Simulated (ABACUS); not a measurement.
# Run report: BN, geometry relaxation (part 2 of 2)

The same run, continued: BN (F-43m, 2 atoms in the cell); Kohn-Sham DFT of a periodic cell, rSCAN, SG15 ONCV 1.2 PBE, no spin polarisation (ABACUS 3.10.1); cutoff 1319.75 eV, 8×8×8 k-mesh, fermi-dirac of 0.05 eV. The structure derives from a Materials Project entry.

Output, continued:
```
----------------------------------------------------------
     Energy           Rydberg                 eV
----------------------------------------------------------
 E_KohnSham     -25.7623895495       -350.5152919683
 E_KS(sigma->0) -25.7623895495       -350.5152919683
 E_Harris       -25.7623725592       -350.5150608035
 E_band         1.6003445499         21.7738046422
 E_one_elec     4.5331326320         61.6764335849
 E_Hartree      3.6202613697         49.2561828778
 E_xc           -7.4994422541        -102.0351464776
 E_Ewald        -26.4163412971       -359.4127619533
 E_entropy(-TS) -0.0000000000        -0.0000000000
 E_descf        0.0000000000         0.0000000000
 E_exx          0.0000000000         0.0000000000
 E_Fermi        1.1126627735         15.1385536715
----------------------------------------------------------

 charge density convergence is achieved
 final etot is -350.51529197 eV
 EFERMI = 15.138553671 eV

 STATE ENERGY(eV) AND OCCUPATIONS    NSPIN == 1
 1/8 kpoint (Cartesian) = 0.0000 0.0000 0.0000 (1243 pws)
       1       -10.3893     0.00390625
       2        11.0862     0.00390625
       3        11.0862     0.00390625
       4        11.0862     0.00390625
       5        20.6237    8.87281e-51
       6        20.6237    8.87280e-51
       7        20.6237    8.87280e-51
       8        22.0218    6.38262e-63

 2/8 kpoint (Cartesian) = 0.049041 0.028314 0.020021 (1279 pws)
       1       -9.99582      0.0312500
       2        9.09532      0.0312500
       3        10.6857      0.0312500
       4        10.6857      0.0312500
       5        20.9811    5.59099e-53
       6        21.2302    3.83323e-55
       7        21.2302    3.83322e-55
       8        23.3271    2.34534e-73

 3/8 kpoint (Cartesian) = 0.098082 0.056628 0.040042 (1287 pws)
       1       -8.85673      0.0312500
       2        5.29321      0.0312500
       3        9.89523      0.0312500
       4        9.89523      0.0312500
       5        21.3787    1.96792e-56
       6        22.2395    6.55514e-64
       7        22.2395    6.55513e-64
       8        25.6216        0.00000

 4/8 kpoint (Cartesian) = 0.14712 0.084942 0.060063 (1275 pws)
       1       -7.19123      0.0312500
       2        1.68784      0.0312500
       3        9.26300      0.0312500
       4        9.26300      0.0312500
       5        21.6852    4.28200e-59
       6        22.6215    3.15285e-67
       7        22.6215    3.15285e-67
       8        27.1140        0.00000

 5/8 kpoint (Cartesian) = 0.19616 0.11326 0.080084 (1260 pws)
       1       -6.07830      0.0156250
       2      -0.111887      0.0156250
       3        9.03288      0.0156250
       4        9.03288      0.0156250
       5        21.7979    2.24638e-60
       6        22.6228    1.53776e-67
       7        22.6228    1.53776e-67
       8        27.5816        0.00000

 6/8 kpoint (Cartesian) = 0.049041 0.028314 -0.040042 (1287 pws)
       1       -9.86512      0.0234375
       2        9.73248      0.0234375
       3        9.91862      0.0234375
       4        9.91862      0.0234375
       5        19.9208    6.79190e-44
       6        22.2570    3.46688e-64
       7        22.2570    3.46688e-64
       8        23.2590    6.86551e-73

[... levels at 2 further k points ...]

------------------------------------------------------------------------------------------
 TOTAL-FORCE (eV/Angstrom)
------------------------------------------------------------------------------------------
                        N1         0.0000000000         0.0000000000         0.0000000000
                        B1         0.0000000000         0.0000000000         0.0000000000
------------------------------------------------------------------------------------------

----------------------------------------------------------------
 TOTAL-STRESS (KBAR)
----------------------------------------------------------------
         0.7787935720         0.0000000000        -0.0000000000
        -0.0000000000         0.7787935720         0.0000000000
        -0.0000000000         0.0000000000         0.7787935721
----------------------------------------------------------------
 TOTAL-PRESSURE: 0.778794 KBAR

 --------------------------------------------
 !FINAL_ETOT_IS -350.5152919683103505 eV
 --------------------------------------------
```

File opt.log:
```
       Step          Energy          fmax
LBFGS:    0     -350.511059        0.243410
LBFGS:    1     -350.513210        0.171718
LBFGS:    2     -350.515292        0.002846
```

Standard output:
```
ABACUS v3.10.1

               Atomic-orbital Based Ab-initio Computation at UStc

 dft_functional readin is: MGGA_X_RSCAN+MGGA_C_RSCAN
 dft_functional in pseudopot file is: PBE
 Please make sure this is what you need
 dft_functional readin is: MGGA_X_RSCAN+MGGA_C_RSCAN
 dft_functional in pseudopot file is: PBE
 Please make sure this is what you need
 UNIFORM GRID DIM        : 32 * 32 * 32
 UNIFORM GRID DIM(BIG)   : 32 * 32 * 32
func,idMGGA_X_RSCAN 493
func,idMGGA_C_RSCAN 494
 ---------------------------------------------------------
 Self-consistent calculations for electrons
 ---------------------------------------------------------
 SPIN    KPOINTS         PROCESSORS  THREADS
 1       29              4           4
 ---------------------------------------------------------
 Use plane wave basis
 ---------------------------------------------------------
 ELEMENT NATOM       XC
 N       1
 B       1
 ---------------------------------------------------------
 Initial plane wave basis and FFT box
 ---------------------------------------------------------
 -------------------------------------------
 SELF-CONSISTENT :
 -------------------------------------------
 START CHARGE      : atomic
 ITER       ETOT/eV          EDIFF/eV         DRHO         DKIN     TIME/s
 DA1     -3.49809610e+02   0.00000000e+00   2.0116e-01   2.3490e-01   0.59
 DA2     -3.50428661e+02  -6.19050322e-01   2.8900e-02   1.4355e-01   0.26
 DA3     -3.50513183e+02  -8.45227179e-02   1.7416e-03   9.6493e-03   0.23
 DA4     -3.50515174e+02  -1.99106851e-03   2.5830e-05   1.6891e-03   0.26
 DA5     -3.50515287e+02  -1.12952334e-04   2.0008e-06   7.7415e-04   0.32
 DA6     -3.50515292e+02  -4.62852940e-06   2.0401e-09   1.9047e-04   0.24
----------------------------------------------------------------
 TOTAL-STRESS (KBAR)
----------------------------------------------------------------
         0.7787935720         0.0000000000        -0.0000000000
        -0.0000000000         0.7787935720         0.0000000000
        -0.0000000000         0.0000000000         0.7787935721
----------------------------------------------------------------
 TOTAL-PRESSURE: 0.778794 KBAR
```

Trajectory as extended XYZ (Å, eV, eV/Å), 3 frames, from step=0 to step=2:
```
2
Lattice="2.5640 0.0000 0.0000 1.2820 2.2205 0.0000 1.2820 0.7402 2.0935" Properties=species:S:1:pos:R:3:forces:R:3 step=0 energy=-350.51106 pressure_GPa=-6.54
N     1.2820    0.7402    0.5234    0.0000   0.0000   0.0000
B     0.0000    0.0000    0.0000    0.0000   0.0000   0.0000
2
Lattice="2.5595 0.0000 0.0000 1.2798 2.2166 0.0000 1.2798 0.7389 2.0898" Properties=species:S:1:pos:R:3:forces:R:3 step=1 energy=-350.51321 pressure_GPa=-4.64
N     1.2798    0.7389    0.5225    0.0000   0.0000   0.0000
B     0.0000    0.0000    0.0000    0.0000   0.0000   0.0000
2
Lattice="2.5489 -0.0000 -0.0000 1.2744 2.2074 -0.0000 1.2744 0.7358 2.0812" Properties=species:S:1:pos:R:3:forces:R:3 step=2 energy=-350.51529 pressure_GPa=0.08
N     1.2744    0.7358    0.5203    0.0000   0.0000   0.0000
B     0.0000    0.0000    0.0000    0.0000   0.0000   0.0000
```

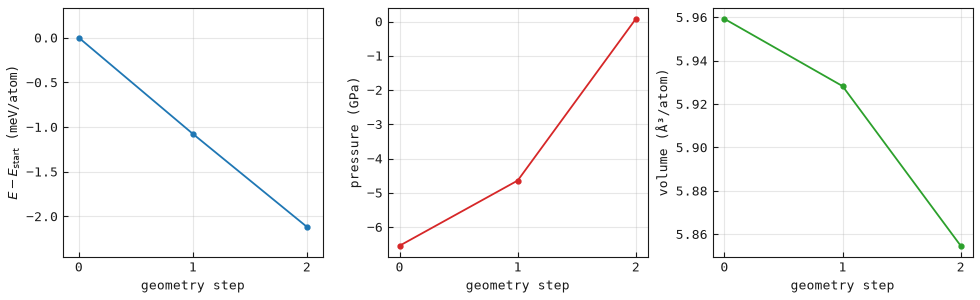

**Figure 1.** Progress of the relaxation, step by step (steps are counted from 0).

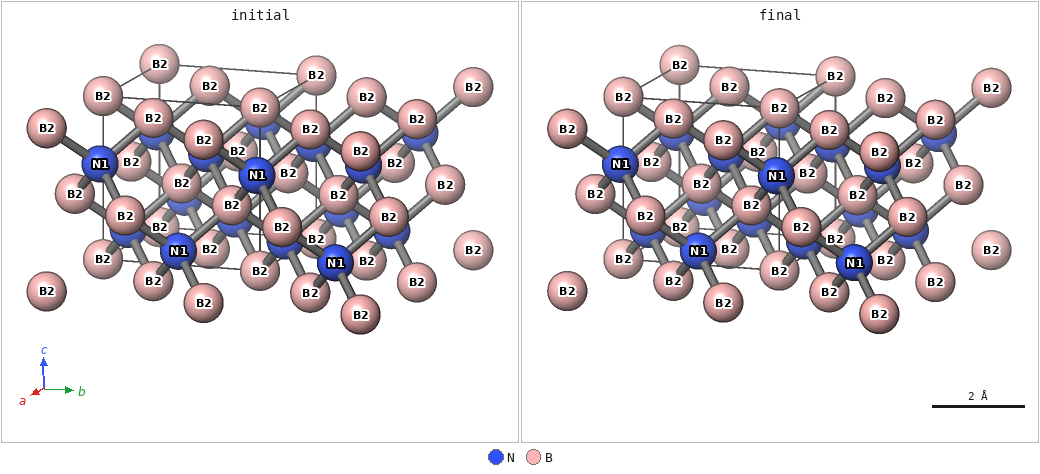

**Figure 2.** Before (left) and after (right) the relaxation, at one scale (ball-and-stick view of the cell 4 times as large as that of the calculation, set on its symmetry axes, repeated 2 × 2 × 1, seen at an oblique angle). After 2 geometry steps the energy has fallen by 2.1 meV per atom. All forces vanish by symmetry, so only the cell relaxes. Pressure: −6.54 GPa at the start and 0.08 GPa at the end. No atom moves by more than 0.005 Å relative to the cell. The drawn cell changes as follows: a = b = c 3.626 → 3.605 Å (−0.6 %); the volume changes by −1.8 %. Among the contacts that change: N1–B2 1.570 → 1.561 Å. The space group stays F-43m (No. 216). (Atoms are counted from 1 in the order of the input.)

The run was set up as follows.

The input:
```python
"""Relaxation by an ASE optimiser with ABACUS as a small file-based calculator."""
import re
import subprocess
import numpy as np
from ase.calculators.calculator import Calculator, all_changes
from ase.filters import FrechetCellFilter
from ase.io import read
from ase.optimize import LBFGS
from ase.stress import full_3x3_to_voigt_6_stress
from ase.units import Bohr, GPa

atoms = read("BN.cif")
atoms = atoms[(-atoms.numbers).argsort(kind="stable")]  # ABACUS lists atoms element by element
pseudo = {'N': 'N_ONCV_PBE-1.2.upf', 'B': 'B_ONCV_PBE-1.2.upf'}
orbital = {}
magmoms = None
kmesh = [8, 8, 8]
params = {
    'suffix': 'BN',
    'calculation': 'scf',
    'basis_type': 'pw',
    'pseudo_dir': './',
    'symmetry': 1,
    'dft_functional': 'MGGA_X_RSCAN+MGGA_C_RSCAN',
    'ecutwfc': 97,
    'pseudo_rcut': 7,
    'nspin': 1,
    'nbands': 8,
    'ks_solver': 'dav',
    'smearing_method': 'fd',
    'smearing_sigma': 0.00367493,
    'scf_thr': 1e-08,
    'scf_nmax': 100,
    'mixing_type': 'broyden',
    'mixing_beta': 0.7,
    'cal_force': 1,
    'cal_stress': 1,
    'mixing_tau': 1,
    'kpar': 4,
}


def write_input(atoms):
    symbols = atoms.get_chemical_symbols()
    elements = list(dict.fromkeys(symbols))
    lines = ["ATOMIC_SPECIES"] + [f"{e} {atoms.get_masses()[symbols.index(e)]:.4f} {pseudo[e]}" for e in elements]
    if orbital:
        lines += ["", "NUMERICAL_ORBITAL"] + [orbital[e] for e in elements]
    lines += ["", "LATTICE_CONSTANT", f"{1 / Bohr:.10f}", "", "LATTICE_VECTORS"]
    lines += [" ".join(f"{x:.10f}" for x in v) for v in atoms.cell]
    lines += ["", "ATOMIC_POSITIONS", "Direct"]
    for e in elements:
        lines += ["", e, "0.0", str(symbols.count(e))]
        for i, p in enumerate(atoms.get_scaled_positions(wrap=False)):
            if symbols[i] == e:
                mag = "" if magmoms is None else " mag " + " ".join(str(x) for x in (magmoms[i] if isinstance(magmoms[i], list) else [magmoms[i]]))
                lines.append(" ".join(f"{x:.10f}" for x in p) + " 1 1 1" + mag)
    open("STRU", "w").write("\n".join(lines) + "\n")
    open("KPT", "w").write("K_POINTS\n0\nGamma\n%d %d %d 0 0 0\n" % tuple(kmesh))
    open("INPUT", "w").write("INPUT_PARAMETERS\n" + "".join(f"{k:<20s}{v}\n" for k, v in params.items()))


class Abacus(Calculator):
    implemented_properties = ["energy", "free_energy", "forces", "stress"]

    def calculate(self, atoms=None, properties=("energy",), system_changes=all_changes):
        super().calculate(atoms, properties, system_changes)
        write_input(self.atoms)
        subprocess.run(['mpirun', '-np', '4', 'abacus'], check=True)
        log = open("OUT.BN/running_scf.log").read()
        if "charge density convergence is achieved" not in log:
            raise RuntimeError("SCF not converged")
        rows = lambda title, n: np.array([l.split()[-3:] for l in log.split(title)[-1].split("\n")[2:2 + n]], float)
        energy = float(re.findall(r"FINAL_ETOT_IS (\S+)", log)[-1])
        stress = -rows("TOTAL-STRESS", 3) / 10 * GPa  # ABACUS prints kbar, compression positive
        self.results = dict(energy=energy, free_energy=energy, forces=rows("TOTAL-FORCE", len(self.atoms)), stress=full_3x3_to_voigt_6_stress(stress))


atoms.calc = Abacus()
opt = LBFGS(FrechetCellFilter(atoms), logfile="opt.log", trajectory="relax.traj")
print("optimiser converged:", opt.run(fmax=0.02, steps=60))
```

File BN.cif:
```
data_BN
_cell_length_a 2.56397060
_cell_length_b 2.56397060
_cell_length_c 2.56397060
_cell_angle_alpha 60.00000000
_cell_angle_beta 60.00000000
_cell_angle_gamma 60.00000000
_space_group_name_H-M_alt 'P1'
_space_group_name_Hall 'P 1'
_space_group_IT_number 1
loop_
_space_group_symop_operation_xyz
'x,y,z'
loop_
_atom_site_label
_atom_site_type_symbol
_atom_site_symmetry_multiplicity
_atom_site_Wyckoff_symbol
_atom_site_fract_x
_atom_site_fract_y
_atom_site_fract_z
_atom_site_occupancy
N1 N 1 a 0.2500000000 0.2500000000 0.2500000000 1
B1 B 1 a 0.0000000000 0.0000000000 0.0000000000 1
```

File INPUT:
```
INPUT_PARAMETERS
suffix              BN
calculation         scf
basis_type          pw
pseudo_dir          ./
symmetry            1
dft_functional      MGGA_X_RSCAN+MGGA_C_RSCAN
ecutwfc             97
pseudo_rcut         7
nspin               1
nbands              8
ks_solver           dav
smearing_method     fd
smearing_sigma      0.00367493
scf_thr             1e-08
scf_nmax            100
mixing_type         broyden
mixing_beta         0.7
cal_force           1
cal_stress          1
mixing_tau          1
kpar                4
```

File STRU:
```
ATOMIC_SPECIES
N 14.0070 N_ONCV_PBE-1.2.upf
B 10.8100 B_ONCV_PBE-1.2.upf

LATTICE_CONSTANT
1.8897261258

LATTICE_VECTORS
2.5488798554 -0.0000000000 -0.0000000000
1.2744399277 2.2073947060 -0.0000000000
1.2744399277 0.7357982353 2.0811516871

ATOMIC_POSITIONS
Direct

N
0.0
1
0.2500000000 0.2500000000 0.2500000000 1 1 1

B
0.0
1
0.0000000000 0.0000000000 0.0000000000 1 1 1
```

File KPT:
```
K_POINTS
0
Gamma
8 8 8 0 0 0
```

Command:
```bash
OMP_NUM_THREADS=1 python run_abacus.py > log
```

Results in brief:

| quantity | value |
| --- | --- |
| outcome | converged |
| space group (tolerance 0.01 Å) | F-43m (216) |
| electrons treated | 8 |
| free energy | −350.5153 eV |
| Fermi energy | 15.139 eV |
| gap on the k-point mesh | 5.02 eV |
| pressure | 0.08 GPa |
| final volume | 11.71 Å³ |
| largest force (length of the vector) at the end | under 0.001 eV/Å |
| final cell | a = 2.549 Å, b = 2.549 Å, c = 2.549 Å, α = 60.00°, β = 60.00°, γ = 60.00° |
| hardware | 4 threads of AMD EPYC (Zen 5), 64 GiB of memory available, shared host |
| wall time | 7.2 s (CPU time 27 s) |
| peak memory | 0.36 GiB |
